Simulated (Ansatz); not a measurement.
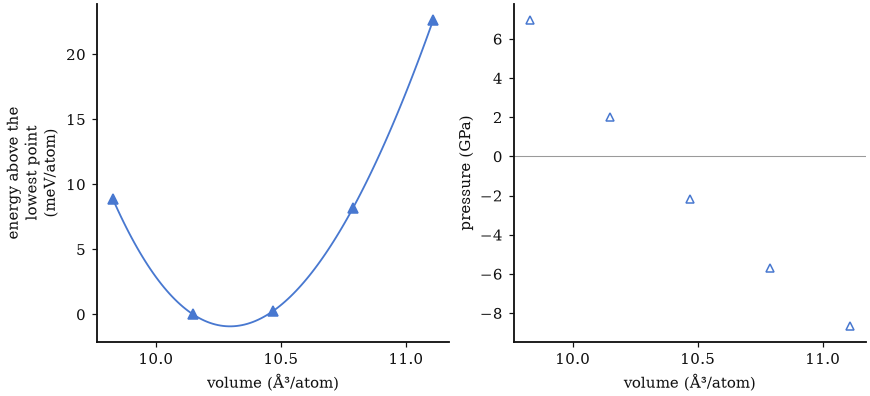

The plot gives the computed energy above the lowest point and pressure against volume for O, space group Fd-3m (No. 227) (one of a set of cubic test structures, which need not be the stable phase).

How it was computed, with Ansatz 0.2.0 development build: equation of state of a cubic crystal from periodic Kohn-Sham density functional theory without spin, third-order Birch-Murnaghan fit to the free energies; pressure corrected for the finite basis. Level: r2SCAN.

structure type diamond; atoms in cell 2; space group number 227; lattice centring face-centred primitive; k mesh 13×13×13; occupation method Fermi–Dirac; occupation width 0.1 eV; wave cutoff 500 eV; datasets soft-1 PAW; density tolerance 1e−07 eV; bands 10; density cutoff ratio 4; search for lower states default.

**How stiff is the solid, and where is its volume at rest?**

A third-order Birch–Murnaghan fit gives V0 = 10.30 Å³/atom, B0 = 135 GPa and B′ = 4.4.

**How does the pressure vary with volume?**

It falls from 7.0 GPa at volume 9.83 Å³/atom to −8.7 GPa at 11.11 Å³/atom, and changes sign near 10.30 Å³/atom.

Note: cubic model structure, not the ambient form; modest k-mesh, values are not fully converged in k.

The computed values:

```tsv
volume (Å³/atom)	energy above the lowest point (meV/atom)	pressure (GPa)
9.83	8.9	7.0
10.15	0.0	2.0
10.47	0.3	-2.2
10.79	8.2	-5.7
11.11	22.7	-8.7
```
